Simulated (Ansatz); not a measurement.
# Transmission past a defect: W wire along [111], 3 atoms a period, Ti in place of one W, part 3 of 4

What does the defect do to the conductance?

Ansatz 0.2.0; DFT PBE, plane waves, PAW; relaxation of a wire's period (the session's first sound run).

So far. Step 2 (Relaxation of atoms and period): The cell's length comes to 2.616 Å with spin left out. Step 3 (The perfect wire): At the computed energy nearest the Fermi level there are 6 channels a spin.

## 4. Relaxing the junction (continued)

Level of this step: DFT PBE, plane waves, PAW; relaxation of a junction in a wire, ends held (Ansatz).

The steps of the relaxation:

| step | energy less that of the first step (eV) | largest force component (eV/Å) |
| --- | --- | --- |
| 1 | 0.0000 | 0.9956 |
| 2 | -0.0877 | 0.4356 |
| 3 | -0.1133 | 0.1637 |
| 4 | -0.1163 | 0.0341 |

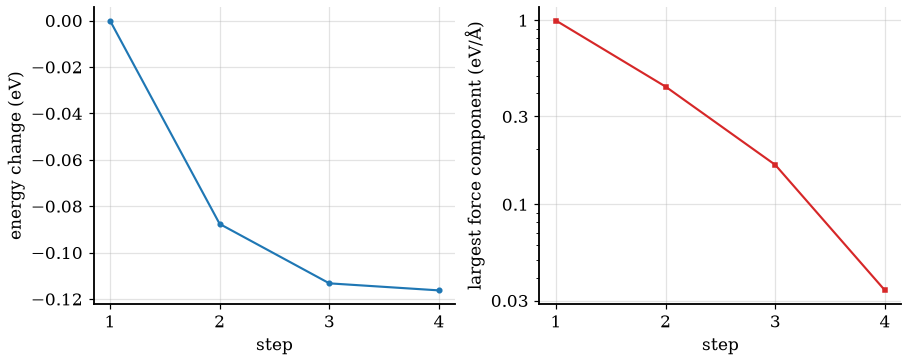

Energy and largest force along the relaxation.

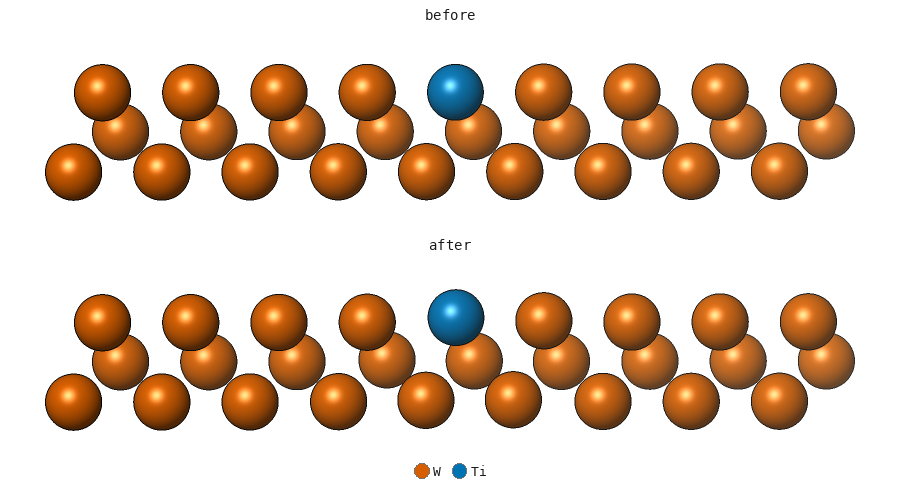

Before and after, at one scale.

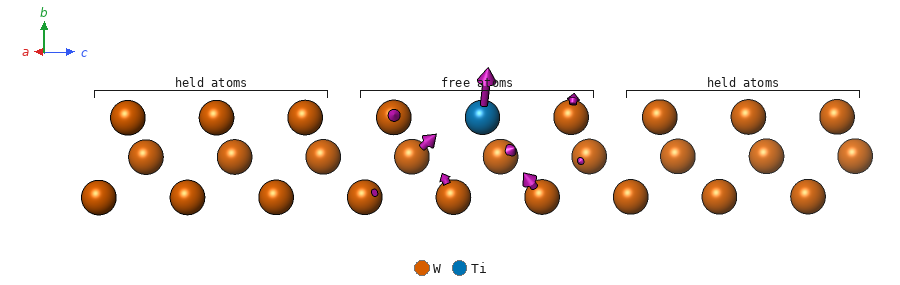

Displacements in the relaxation, exaggerated; the longest in the cell stands for 0.16 Å.

The atoms that moved most (Å):

```
atom      dx     dy      dz  length
Ti14  -0.080  0.136   0.002   0.158
 W16  -0.031  0.053  -0.047   0.077
 W12  -0.032  0.049   0.048   0.076
 W15  -0.039  0.015   0.018   0.045
 W13   0.005  0.040  -0.019   0.045
 W11  -0.043  0.005  -0.007   0.044
 W17   0.015  0.040   0.008   0.043
 W10   0.008  0.004   0.011   0.014
```

The relaxed structure:

```cif
data_structure
_symmetry_space_group_name_H-M 'P 1'
_symmetry_Int_Tables_number 1
_cell_length_a 9.0420
_cell_length_b 9.3880
_cell_length_c 23.5447
_cell_angle_alpha 90.000
_cell_angle_beta 90.000
_cell_angle_gamma 90.000
_cell_volume 1998.62
loop_
_atom_site_label
_atom_site_type_symbol
_atom_site_fract_x
_atom_site_fract_y
_atom_site_fract_z
_atom_site_occupancy
W1 W 0.38447 0.37647 0.00032 1
W2 W 0.38447 0.62356 0.03672 1
W3 W 0.60704 0.50002 0.07407 1
W4 W 0.38447 0.37647 0.11143 1
W5 W 0.38447 0.62356 0.14783 1
W6 W 0.60704 0.50002 0.18519 1
W7 W 0.38447 0.37647 0.22254 1
W8 W 0.38447 0.62356 0.25894 1
W9 W 0.60704 0.50002 0.29630 1
W10 W 0.38538 0.37691 0.33411 1
W11 W 0.37972 0.62410 0.36977 1
W12 W 0.60345 0.50527 0.40946 1
W13 W 0.38497 0.38076 0.44397 1
Ti14 Ti 0.37558 0.63807 0.48125 1
W15 W 0.60276 0.50164 0.51927 1
W16 W 0.38102 0.38213 0.55389 1
W17 W 0.38615 0.62779 0.59261 1
W18 W 0.60612 0.49962 0.62926 1
W19 W 0.38447 0.37647 0.66698 1
W20 W 0.38447 0.62356 0.70339 1
W21 W 0.60704 0.50002 0.74074 1
W22 W 0.38447 0.37647 0.77810 1
W23 W 0.38447 0.62356 0.81450 1
W24 W 0.60704 0.50002 0.85185 1
W25 W 0.38447 0.37647 0.88921 1
W26 W 0.38447 0.62356 0.92561 1
W27 W 0.60704 0.50002 0.96296 1
```

This step gave:

```yaml
energy_at_zero_smearing: -272427.9276 eV
absolute_moment: 0 μB
```

The largest force component on a free atom ends at 0.034 eV/Å, under the limit of 0.07. Ti ends nearest to W at 2.57 Å, W at 2.58 Å, W at 2.63 Å, W at 2.63 Å, W at 2.94 Å and W at 2.95 Å.

## 5. The open system

This step: DFT PBE, plane waves, PAW; transmission of a junction in a wire (Ansatz 0.2.0).

The cell is now read as a scatterer between two semi-infinite leads, named by two sites one period apart. The scattering states in its self-consistent potential are matched to the leads' states at each energy. One point across is taken, as for a wire in vacuum.

input.yaml reads:

```yaml
crystal:
  lattice:
    - [9.042, 0.0, 0.0]
    - [0.0, 9.388, 0.0]
    - [0.0, 0.0, 23.5446548928]
  atoms:
    - { symbol: W, position: [0.384465915, 0.376474277, 0.00031723] }
    - { symbol: W, position: [0.384465915, 0.623557057, 0.036719807] }
    - { symbol: W, position: [0.607039028, 0.500015667, 0.074074074] }
    - { symbol: W, position: [0.384465915, 0.376474277, 0.111428341] }
    - { symbol: W, position: [0.384465915, 0.623557057, 0.147830918] }
    - { symbol: W, position: [0.607039028, 0.500015667, 0.185185185] }
    - { symbol: W, position: [0.384465915, 0.376474277, 0.222539452] }
    - { symbol: W, position: [0.384465915, 0.623557057, 0.258942029] }
    - { symbol: W, position: [0.607039028, 0.500015667, 0.296296296] }
    - { symbol: W, position: [0.3853759877, 0.3769117601, 0.3341077073] }
    - { symbol: W, position: [0.3797229758, 0.6240964495, 0.3697698709] }
    - { symbol: W, position: [0.6034525737, 0.5052742252, 0.4094584052] }
    - { symbol: W, position: [0.3849659066, 0.3807559579, 0.4439730485] }
    - { symbol: Ti, position: [0.3755793575, 0.6380740068, 0.4812545338] }
    - { symbol: W, position: [0.6027639923, 0.501638862, 0.5192673278] }
    - { symbol: W, position: [0.381020806, 0.3821321759, 0.553893629] }
    - { symbol: W, position: [0.3861511513, 0.6277910761, 0.5926106654] }
    - { symbol: W, position: [0.6061194573, 0.4996163074, 0.629261558] }
    - { symbol: W, position: [0.384465915, 0.376474277, 0.666983897] }
    - { symbol: W, position: [0.384465915, 0.623557057, 0.703386474] }
    - { symbol: W, position: [0.607039028, 0.500015667, 0.740740741] }
    - { symbol: W, position: [0.384465915, 0.376474277, 0.778095008] }
    - { symbol: W, position: [0.384465915, 0.623557057, 0.814497585] }
    - { symbol: W, position: [0.607039028, 0.500015667, 0.851851852] }
    - { symbol: W, position: [0.384465915, 0.376474277, 0.889206119] }
    - { symbol: W, position: [0.384465915, 0.623557057, 0.925608696] }
    - { symbol: W, position: [0.607039028, 0.500015667, 0.962962963] }
kpoints:
  mp_grid: { grid: [1, 1, 4] }
scf:
  occupations: { method: fermi_dirac, width: 0.05 }
hamiltonian:
  xc: pbe
output:
  transmission:
    e_range: [-1.5, 1.5]
    de: 0.05
    kmesh: [1, 1]
    reduced_basis: true
    leads: [[24, 0]]
  dos: { projected: true, e_range: [-4, 3] }
  write_potential: true
  write_density: true
  volumetric_format: npy
  elf: true
basis:
  ecutwfc: "340 eV"
```

On the command line:

```
$ ansatz run input.yaml --threads 8 --pin off --max-ram 16384MiB --backend cpu --events-out ev --progress --plain --runs-dir out
```

Numbers of over 12 decimals in the logs are rounded to 6 here.

What it wrote:

```text
[...]
Crystal: 27 atoms, lattice volume = 1998.619 Å³
Basis set: ecut = 340 eV, 28485 PW (Γ)
Bands: 226, of which v1, the nominal top of the filled ones, is band 188 counted from 1 (187 counted from 0)
Symmetry: 1 space group operations
[...]
k-points: 3 of 4 (time reversal used)
[...]
SCF iter   1: F=—  HF=-272427.774297 eV  |F-HF|=—  |Δ(HF+E_count)|=         —  Δρ=5.45e-3  dr2=1.53e0  ethr=1.77e-3  ⟨swp⟩=9.0  Hψ=2875  notcnv=0
[...]
SCF iter  10: F=-272427.730473 eV  HF=-272427.730473 eV  |F-HF|=2.85e-9  |Δ(HF+E_count)|=   2.06e-8  Δρ=1.00e-6  dr2=3.62e-8  ethr=2.66e-11  ⟨swp⟩=15.3  Hψ=1976  notcnv=0
SCF 1 converged in 10 iterations: F = -272427.730473 eV  dr2 = 3.62e-8
[...]
transmission: 27 of 162 steps passed
transmission: 54 of 162 steps passed
[...]
transmission: 162 of 162 steps passed
WARN: The output density's exchange-correlation potential varies sharply where the density is thin. Do not read a vacuum level from v_tot or v_xc, or from such a field of the output density. On a cell that repeats whose density bears no net charge and no dipole along the vacuum's axis use v_es (v_loc + v_h of the components); under efield.dipole_correction with no amplitude use v_es + v_field, which holds any externa [...]
SCF converged after 10 iterations
Free energy (F): -272427.730473 eV
[...]
Internal energy: -272427.376906 eV  (E = F + TS)
E sigma→0 (E₀):  -272427.553690 eV
Entropy (-TS):   -0.353567 eV (-13.095 meV/atom)
Fermi energy:    1.599216 eV
[...]
--- Band table (eV) ---
  k-point 0: bands = [... 184 lower, 1.4242, 1.4553, 1.4790, 1.5808, 1.5956, 1.6294, 1.7060, 1.8672, ... 34 higher]
  k-point 1: bands = [... 184 lower, 1.4537, 1.5054, 1.5240, 1.5780, 1.6508, 1.6915, 1.7596, 1.7700, ... 34 higher]
  k-point 2: bands = [... 184 lower, 1.4884, 1.5009, 1.5231, 1.5350, 1.6183, 1.6609, 1.7216, 1.7243, ... 34 higher]
--- Transmission ---
  basis      : 607 plane waves across, 27 finite elements along
  points     : 1, standing for a mesh of 1 x 1
[...]
crystal 0  : W3, at the sites [24, 0], period 2.6161 Å, over 15.70 Å; its Hamiltonian steps by up to 9.4 meV
[...]
channels       : 6.000000e0 a spin
[...]
junction   : crystal 0 to crystal 0, -0.17 to 20.75 Å
    transmission   : 5.152099e0 a spin
    error estimate : 1.182479e-3 a spin from the reduction of the transverse basis, at the most 3.412808e-3 at -0.400000 eV
[...]
```

Wall time 89 s (8 threads of Arm Neoverse V2, shared host); peak memory 3.8 GiB.

This step gave:

| Item | Value |
| --- | --- |
| energy at zero smearing | -272427.5537 eV |
| transmission at the energy nearest the Fermi level, one spin | 5.152 |
| step of the lead's Hamiltonian | 9.4 meV |

The transmission, one spin by energy, zero at the Fermi level:

| energy (eV) | transmission, one spin |
| --- | --- |
| -1.400 | 2.97 |
| -1.200 | 3.43 |
| -1.000 | 3.44 |
| -0.800 | 3.79 |
| -0.600 | 4.58 |
| -0.400 | 3.65 |
| -0.200 | 4.29 |
| -0.050 | 5.61 |
| 0.000 | 5.15 |
| 0.150 | 5.81 |
| 0.200 | 5.76 |
| 0.300 | 5.75 |
| 0.400 | 2.51 |
| 0.600 | 4.93 |
| 0.700 | 5.01 |
| 0.800 | 4.87 |
| 1.000 | 5.00 |
| 1.200 | 3.89 |
| 1.400 | 4.01 |

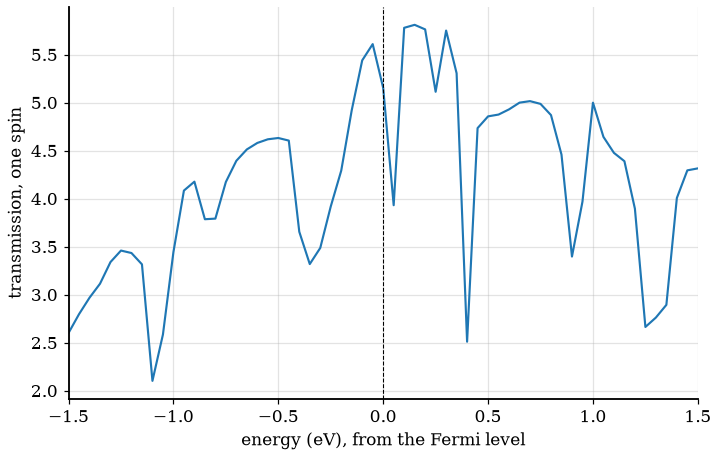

Transmission, one spin against energy.

Open channels of the lead, one spin against energy, zero at the Fermi level:

```
energy (eV)  open channels of the lead, one spin
     -1.400                                    5
     -1.200                                    5
     -1.000                                    5
     -0.800                                    5
     -0.600                                    5
     -0.400                                    4
     -0.200                                    5
      0.000                                    6
      0.200                                    7
      0.400                                    4
      0.600                                    6
      0.800                                    6
      1.000                                    6
      1.200                                    5
      1.400                                    5
```

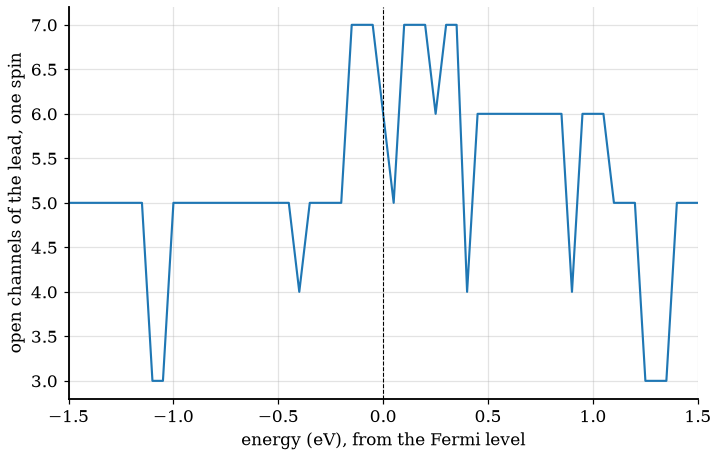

Open channels of the lead, one spin against energy.

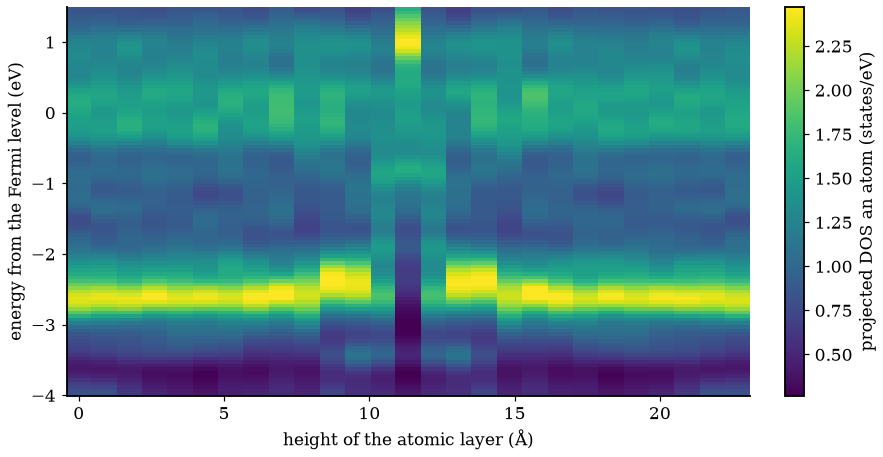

Projected DOS an atom over height of the atomic layer and energy from the Fermi level.  broadened by a Gaussian of 0.15 eV, since few k-points sample the long cell.

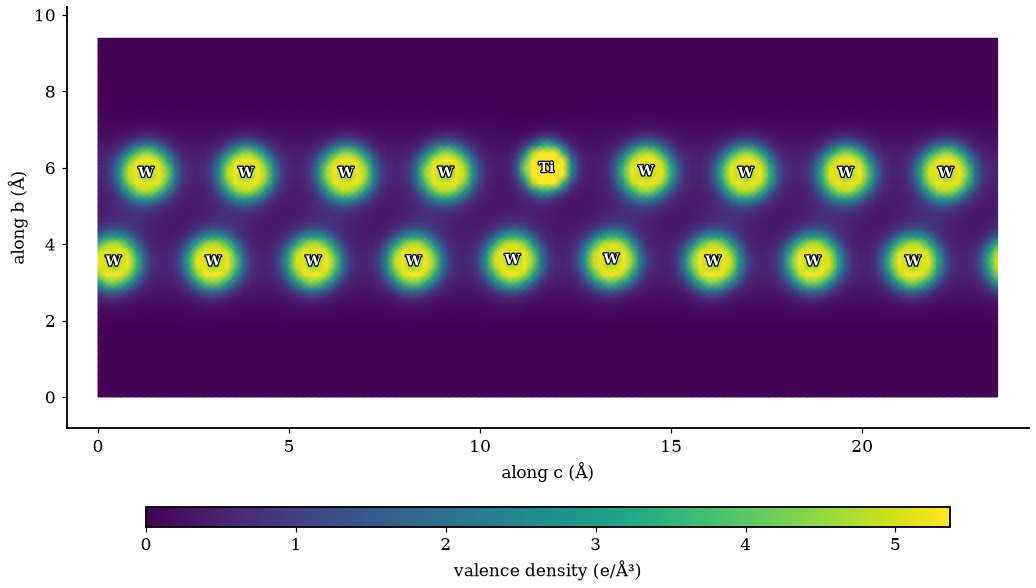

Valence density in the cb plane at fractional x = 0.376, with atoms of W and Ti within 0.2 Å of it. It is the smooth field of the valence electrons, not physical close to the nuclei.

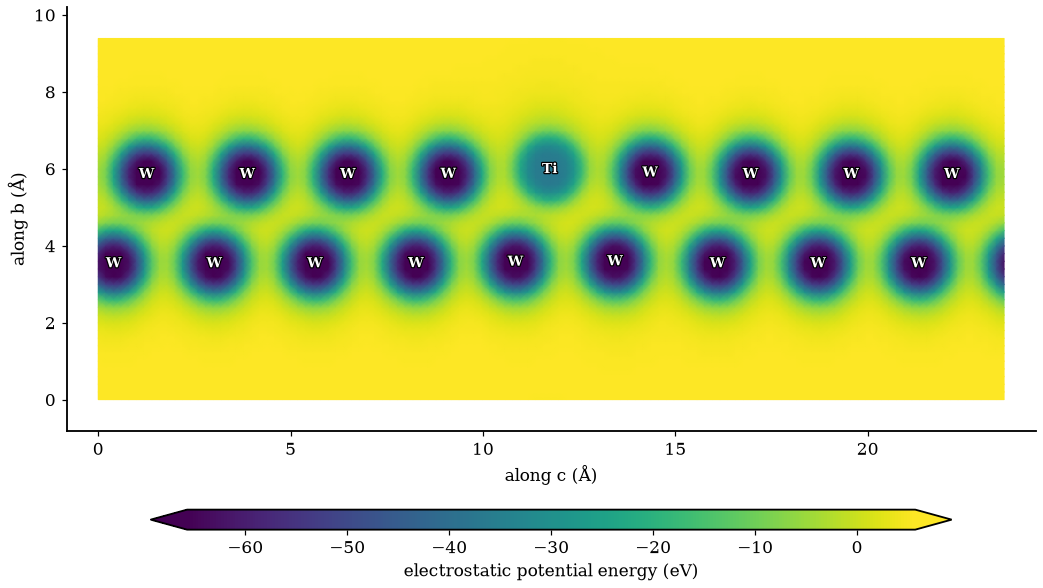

Electrostatic potential energy in the cb plane at fractional x = 0.376, with atoms of W and Ti within 0.2 Å of it. With pseudopotentials it is smooth inside the atoms' cores, unlike the true potential.

(Continued in part 4 of 4.)

[Logs are printed without paths, hosts, clocks, repeated set-up lines and the standing remarks that a program may print on its own settings, such as how far it seeks lower states.]

[Hosts, paths, dates, database ids (printed as entryN), source tags and the programs' standing remarks are cut or masked in the printed files.]
